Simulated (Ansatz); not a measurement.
Run report: Zn17O18 (charge −2), geometry relaxation (part 2 of 4)

Continued. System: Zn17O18 (defect cell, 35 atoms in the cell, total charge −2). Method: DFT PBEsol, scalar-relativistic, plane waves, PAW, spin-polarised (Ansatz 0.2.0); cutoff 420 eV, 2×2×2 k-mesh, Gaussian smearing of 0.02 eV, collinear spins. The structure derives from a Materials Project entry. It belongs to a series of runs on one base structure; here: V_Zn, charge -2, atoms relaxed at the host's cell.

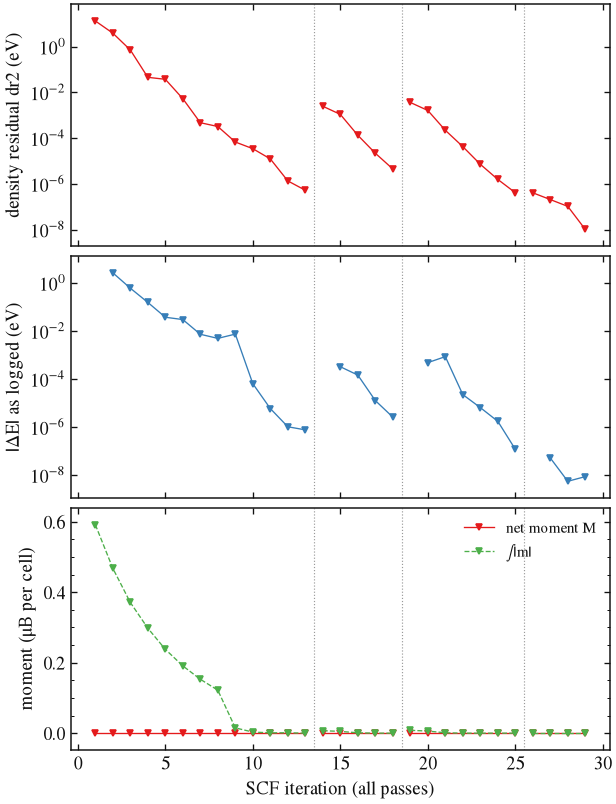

Convergence of the self-consistent field: density residual dr2, size of the energy change and magnetic moment against the SCF iteration. The dotted lines part the SCF passes of the relaxation: geometry steps, rejected trials and re-solves on a re-selected basis. The passes take 13, 5, 7 and 4 iterations. The net moment stays at 0.0 μB per cell, and ∫|m| falls to zero.

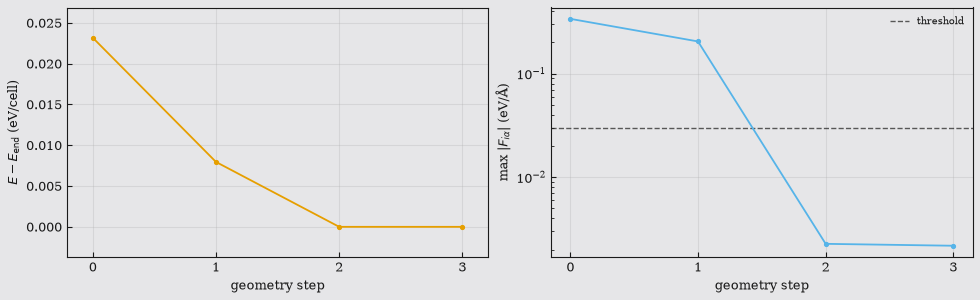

Progress of the relaxation, step by step (the first geometry is step 0 here and step 1 in the log).

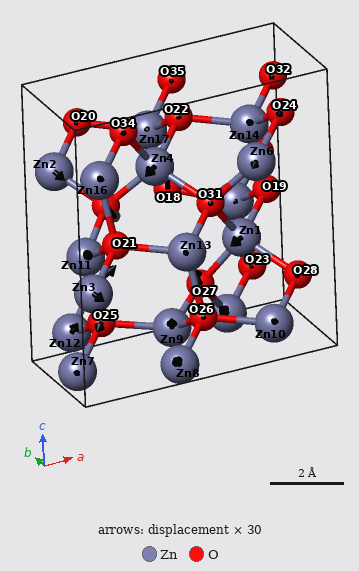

The starting structure with the displacements as black arrows, magnified 30 times (ball-and-stick view of the cell of the calculation, seen slightly off an axis). The energy falls by 23.2 meV per cell of the calculation in 3 geometry steps. The largest force component goes from 0.34 to 0.0022 eV/Å. O30 moves most: 0.036 Å. Largest moves by element: O 0.036 Å, Zn 0.015 Å. The cell stays as it was. Among the contacts that change: Zn13–O18 1.866 → 1.886 Å, Zn17–O18 1.904 → 1.886 Å, Zn1–O27 1.900 → 1.885 Å, Zn10–O28 1.979 → 1.969 Å. (Atoms are counted from 1 in the order of the input.)

```
SCF converged after 4 iterations
Magnetization: 0.0000 μB (157.0000 up, 157.0000 down)
Absolute magnetization: 0.0000 μB (∫|ρ↑−ρ↓|, with the PAW one-centre terms)
Spin contamination: 0.0000 ħ² per cell (⟨S²⟩ above its minimum at these occupations)
Per-site moments (μB) at R_I (Å): [(4.256906508891613e-10, 0.7775174560736259), (1.1274094632793677e-9, 0.7774663873490322), (1.758868061580754e-9, 0.7774548113252424), (2.6144161396535854e-9, 0.7774503776240174), (2.578136652346779e-10, 0.7775146355079648), (5.796731427931427e-10, 0.8068468358654477), (-9.861758496863634e-10, 0.8116092595348938), (1.304654033663799e-9, 0.7774418482724127), (2.2137159167180357e-9, 0.7786677690305398), (-8.069472039146405e-10, 0.8120123583342705), (7.03963457832614e-10, 0.7785890555184556), (1.2116221061871657e-9, 0.7785978013655978), (3.0059299690332875e-9, 0.7781273337692334), (-1.4388432576906986e-10, 0.8120249361666617), (4.781240090634382e-10, 0.77810322033982), (-4.445616375379548e-10, 0.8120041261353544), (-4.813307269709568e-9, 0.7781041179111822), (-1.6906368620929588e-9, 0.77810322033982), (1.5373256734480365e-9, 0.812122577185961), (4.954459395560296e-9, 0.8121233780968494), (1.1928197680166197e-8, 0.8121780225334422), (-2.232737626034339e-9, 0.812182481468514), (1.310807286652868e-8, 0.8120997305805835), (-2.2748953372187934e-9, 0.8178732207843391), (-5.021639530408393e-9, 0.8130670222685203), (1.2678418663645853e-8, 0.8122093137993951), (-8.276728627727563e-11, 0.7775146355079648), (1.9418355824328808e-8, 0.8116544500748452), (-8.1464277380908e-10, 0.7774503776240174), (-2.0319893256954892e-9, 0.7774418482724127), (1.535542129171285e-9, 0.8068468358654477), (1.6036774986136977e-8, 0.8117057560714291), (-4.221551294507028e-9, 0.8068786272279239), (2.7473952160347218e-8, 0.8116092595348938), (-8.857609138839101e-9, 0.8068601918721084)]
Free energy (F): -65858.751019 eV
Harris-Foulkes:  -65858.751019 eV  (|F-HF|=5.60e-9)
Internal energy: -65858.751019 eV  (E = F + TS)
E sigma→0 (E₀):  -65858.751019 eV
Fermi energy:    7.733916 eV
--- Per-component energies (eV) ---
  E_band       = 374.757647
  E_kinetic    = 5390.152303
  E_local      = -35724.378951  (includes V_loc(G=0)·N_el)
  E_nonlocal   = 11430.367399
  E_hartree    = 14673.765884
  E_xc         = -3618.920933
  E_vxc        = -2578.298701  (∫ρ·V_xc dr)
  E_paw        = -33257.458753  (= ΣΔE_a)
  E_vpaw       = -7490.659252  (= ΣTr[D̂ρ^β])
  E_aug_tail   = 0.037986  (compensation charges beyond the density's cutoff)
  E_ewald      = -24766.506169
  E_core_change = 14.190216  (= ΣΔE_core)
  E_smearing   = -0.000000  (= −TS)
  E_closure    = 0.000000  (closes the sum)
  E_deformation_potential = -27.296117  (in the stress; not in F)
  Σ components = -65858.751019   (vs F -65858.751019, Δ=0.00e0)
--- Forces (eV/Å), atoms counted from 1 ---
  atom   1  Zn     0.00031498    -0.00177848     0.00077770
  atom   2  Zn    -0.00106116     0.00037892    -0.00046236
  atom   3  Zn    -0.00167887    -0.00008091     0.00031748
  atom   4  Zn     0.00031242    -0.00074992    -0.00030232
  atom   5  Zn     0.00217867    -0.00036129     0.00031280
  atom   6  Zn    -0.00039454     0.00031585     0.00156400
  atom   7  Zn     0.00043141    -0.00075621    -0.00040977
  atom   8  Zn     0.00101134     0.00048695     0.00036225
  atom   9  Zn     0.00086836    -0.00077799     0.00168450
  atom  10  Zn     0.00033615    -0.00103239     0.00000393
  atom  11  Zn     0.00055847     0.00006914     0.00016577
  atom  12  Zn     0.00001365    -0.00029438     0.00080250
  atom  13  Zn    -0.00015436    -0.00044503    -0.00007725
  atom  14  Zn     0.00031727     0.00045412     0.00025487
  atom  15  Zn    -0.00141582     0.00062549     0.00012027
  atom  16  Zn     0.00024578    -0.00107961     0.00010758
  atom  17  Zn     0.00210288     0.00098361    -0.00085689
  atom  18  O      0.00031891     0.00008507     0.00091401
  atom  19  O      0.00015685     0.00097568    -0.00082362
  atom  20  O      0.00031000    -0.00021013    -0.00042912
  atom  21  O      0.00164276    -0.00047533    -0.00074270
  atom  22  O     -0.00074534     0.00044270    -0.00050395
  atom  23  O     -0.00097518    -0.00032106    -0.00111637
  atom  24  O     -0.00022333     0.00003818     0.00066269
  atom  25  O     -0.00055939     0.00019075    -0.00109914
  atom  26  O     -0.00162602    -0.00009764    -0.00101149
  atom  27  O     -0.00069735     0.00071160     0.00074863
  atom  28  O      0.00005233     0.00090887    -0.00087525
  atom  29  O     -0.00128653    -0.00099440     0.00163251
  atom  30  O      0.00013612     0.00215221     0.00110998
  atom  31  O      0.00034012     0.00047922    -0.00042036
  atom  32  O     -0.00067488     0.00033940    -0.00078490
  atom  33  O      0.00136800    -0.00010759    -0.00055942
  atom  34  O     -0.00036032     0.00024315    -0.00058215
  atom  35  O     -0.00116211    -0.00030242    -0.00051215
  max |Σ_I F_I| component: 2.77e-5 eV/Å
--- Charged-cell corrections in eV (Makov–Payne, q = -2.000 e, ε = [10.130, 10.130, 10.993]) ---
  F (periodic)     = -65858.751019  (uncorrected; the corrections below are reported, never added to it)
  E_corr1          = +1.048917  (monopole, q²α_M/2ε̄L, of the cell on which ε is isotropic)
  F Makov-Payne    = -65857.702102  (F + E_corr1; no measured alignment; for a localised charge, not one spread in a band: unchecked)
  no potential alignment in this run, which stands beside a crystal: run the host's input off ansatz write-host-input, and read the two finished runs by ansatz place-levels (neither reads a slab, a wire or a sheet, whose cell leaves a vacuum)
--- Band table (eV; the first three rows and the last of 8) ---
  k-point 0 ↑: bands = ["-11.3640", "-10.9865", "-10.9822", "-10.9822", "-10.8686", "-10.8435", "-10.8434", "-10.7514", "-10.6839", "-10.6838", "-10.6615", "-10.6496", "-10.5772", "-10.5772", "-9.9892", "-9.8979", "-9.8851", "-9.8848", "0.3549", "0.3550", "0.3708", "0.4679", "0.4681", "0.4851", "0.4992", "0.4992", "0.5277", "0.6841", "0.7874", "0.7886", "0.7888", "0.8089", "0.8089", "0.8596", "0.8597", "0.9088", "0.9142", "0.9509", "0.9510", "1.0005",
      "1.0222", "1.0223", "1.0427", "1.0428", "1.0882", "1.1127", "1.1379", "1.1380", "1.1483", "1.1574", "1.1575", "1.2077", "1.2078", "1.2454", "1.2829", "1.2995", "1.2995", "1.3243", "1.3245", "1.3719", "1.3721", "1.4409", "1.4908", "1.5338", "1.5339", "1.5974", "1.5975", "1.6916", "1.7536", "1.8480", "1.8480", "1.9223", "1.9224", "1.9559", "1.9722", "1.9722", "2.0145", "2.0145", "2.0526", "2.0553",
      "2.0847", "2.0847", "2.0991", "2.0992", "2.1485", "2.1485", "2.1708", "2.1967", "2.1968", "2.2382", "2.2383", "2.2438", "2.2482", "2.2482", "2.2749", "2.3069", "2.3187", "2.3980", "2.3980", "2.4020", "2.4232", "2.4232", "2.4914", "2.7760", "2.7762", "2.8277", "2.9210", "2.9417", "2.9418", "3.0487", "3.1637", "3.1638", "3.2232", "3.3538", "3.3539", "3.4465", "3.4467", "3.4791", "3.5468", "3.6907",
      "3.6909", "4.0175", "4.2923", "4.2925", "4.5621", "4.5623", "4.7667", "4.7786", "4.7796", "4.7798", "4.9201", "4.9205", "4.9599", "5.1126", "5.1127", "5.1271", "5.2388", "5.3108", "5.3109", "5.4133", "5.5443", "5.5444", "5.6272", "5.6656", "5.6658", "5.7045", "5.9080", "5.9083", "5.9385", "6.0897", "6.0900", "6.2083", "6.3512", "6.3763", "6.3765", "6.7825", "6.7826", "8.6851", "10.9757", "10.9759",
      "11.0495", "11.4218", "11.5874", "11.5879", "11.9583", "12.4260", "12.4265", "12.5865", "13.9386", "13.9389", "14.1085", "14.3750", "14.3754", "14.4546", "14.4552", "14.6211", "14.7120", "14.7644", "14.7647", "14.8521", "14.9406", "14.9410", "15.3074", "15.4791", "15.4794", "15.5024", "15.6158", "15.6160", "15.6663", "15.8575", "15.8585", "16.4308", "16.4518"]
  k-point 1 ↑: bands = ["-11.3098", "-11.1045", "-11.0092", "-10.9916", "-10.8723", "-10.7824", "-10.7673", "-10.7580", "-10.7127", "-10.6920", "-10.6554", "-10.6332", "-10.5931", "-10.5751", "-9.9816", "-9.9170", "-9.8860", "-9.8694", "0.4276", "0.4656", "0.4800", "0.5056", "0.5147", "0.5159", "0.5514", "0.5582", "0.5768", "0.6298", "0.6587", "0.6598", "0.7123", "0.7410", "0.8077", "0.8585", "0.8696", "0.8947", "0.8980", "0.9274", "0.9380", "0.9732",
      "0.9847", "1.0106", "1.0182", "1.0326", "1.0562", "1.0733", "1.0884", "1.1154", "1.1272", "1.1599", "1.1608", "1.2013", "1.2193", "1.2360", "1.2474", "1.2708", "1.2911", "1.3070", "1.3354", "1.3589", "1.3715", "1.4010", "1.4351", "1.4739", "1.4998", "1.5521", "1.5907", "1.6347", "1.7761", "1.8147", "1.9117", "1.9120", "1.9377", "1.9685", "1.9834", "2.0153", "2.0303", "2.0462", "2.0612", "2.0881",
      "2.1012", "2.1185", "2.1343", "2.1498", "2.1643", "2.1721", "2.1794", "2.2144", "2.2190", "2.2267", "2.2468", "2.2822", "2.2845", "2.3099", "2.3145", "2.3183", "2.3474", "2.3585", "2.3605", "2.4040", "2.4231", "2.4950", "2.5218", "2.6179", "2.6184", "2.6691", "2.8028", "2.9037", "2.9298", "3.0136", "3.1018", "3.1448", "3.2565", "3.3605", "3.3886", "3.5458", "3.7234", "3.8993", "4.0471", "4.0632",
      "4.1174", "4.2120", "4.2511", "4.2991", "4.3237", "4.4144", "4.4805", "4.5609", "4.6236", "4.7521", "4.7946", "4.8145", "5.0184", "5.0771", "5.0932", "5.1478", "5.2638", "5.3160", "5.3682", "5.4170", "5.4377", "5.5009", "5.5329", "5.6160", "5.6724", "5.6808", "5.7289", "5.9215", "5.9236", "6.0353", "6.0607", "6.1153", "6.2561", "6.4172", "6.4437", "6.5567", "6.7268", "9.1005", "10.4381", "10.8473",
      "10.9332", "11.4594", "12.1931", "12.5125", "12.5825", "12.7286", "12.8223", "12.9321", "13.1524", "13.1837", "13.3228", "13.3327", "13.6374", "14.2817", "14.3361", "14.6438", "14.6657", "14.7460", "14.9140", "15.1478", "15.2295", "15.2319", "15.3214", "15.3478", "15.4440", "15.4615", "15.7075", "15.9625", "16.2016", "16.2388", "16.6096", "16.6608", "16.9333"]
  k-point 2 ↑: bands = ["-11.3098", "-11.1045", "-11.0092", "-10.9916", "-10.8723", "-10.7824", "-10.7672", "-10.7580", "-10.7128", "-10.6920", "-10.6553", "-10.6332", "-10.5931", "-10.5751", "-9.9816", "-9.9170", "-9.8861", "-9.8693", "0.4277", "0.4656", "0.4801", "0.5056", "0.5146", "0.5159", "0.5514", "0.5582", "0.5768", "0.6298", "0.6587", "0.6598", "0.7123", "0.7410", "0.8077", "0.8585", "0.8695", "0.8947", "0.8980", "0.9275", "0.9381", "0.9732",
      "0.9847", "1.0106", "1.0181", "1.0327", "1.0562", "1.0734", "1.0884", "1.1154", "1.1271", "1.1599", "1.1608", "1.2013", "1.2193", "1.2360", "1.2473", "1.2708", "1.2912", "1.3069", "1.3355", "1.3588", "1.3716", "1.4011", "1.4351", "1.4739", "1.4996", "1.5521", "1.5906", "1.6348", "1.7761", "1.8146", "1.9116", "1.9120", "1.9377", "1.9685", "1.9834", "2.0153", "2.0303", "2.0462", "2.0612", "2.0881",
      "2.1012", "2.1185", "2.1344", "2.1498", "2.1643", "2.1722", "2.1794", "2.2144", "2.2190", "2.2267", "2.2468", "2.2822", "2.2845", "2.3099", "2.3145", "2.3183", "2.3474", "2.3585", "2.3605", "2.4041", "2.4231", "2.4950", "2.5218", "2.6180", "2.6183", "2.6691", "2.8028", "2.9036", "2.9299", "3.0136", "3.1018", "3.1447", "3.2564", "3.3605", "3.3886", "3.5458", "3.7235", "3.8992", "4.0471", "4.0632",
      "4.1174", "4.2121", "4.2510", "4.2990", "4.3237", "4.4143", "4.4804", "4.5610", "4.6236", "4.7522", "4.7947", "4.8145", "5.0182", "5.0771", "5.0931", "5.1478", "5.2638", "5.3160", "5.3683", "5.4170", "5.4377", "5.5009", "5.5329", "5.6159", "5.6723", "5.6809", "5.7289", "5.9214", "5.9235", "6.0353", "6.0606", "6.1153", "6.2562", "6.4172", "6.4438", "6.5567", "6.7267", "9.1006", "10.4381", "10.8474",
      "10.9330", "11.4594", "12.1930", "12.5126", "12.5825", "12.7286", "12.8221", "12.9322", "13.1525", "13.1836", "13.3229", "13.3325", "13.6374", "14.2816", "14.3363", "14.6435", "14.6660", "14.7458", "14.9140", "15.1478", "15.2297", "15.2318", "15.3213", "15.3478", "15.4440", "15.4615", "15.7076", "15.9624", "16.2017", "16.2387", "16.6095", "16.6609", "16.9332"]
```
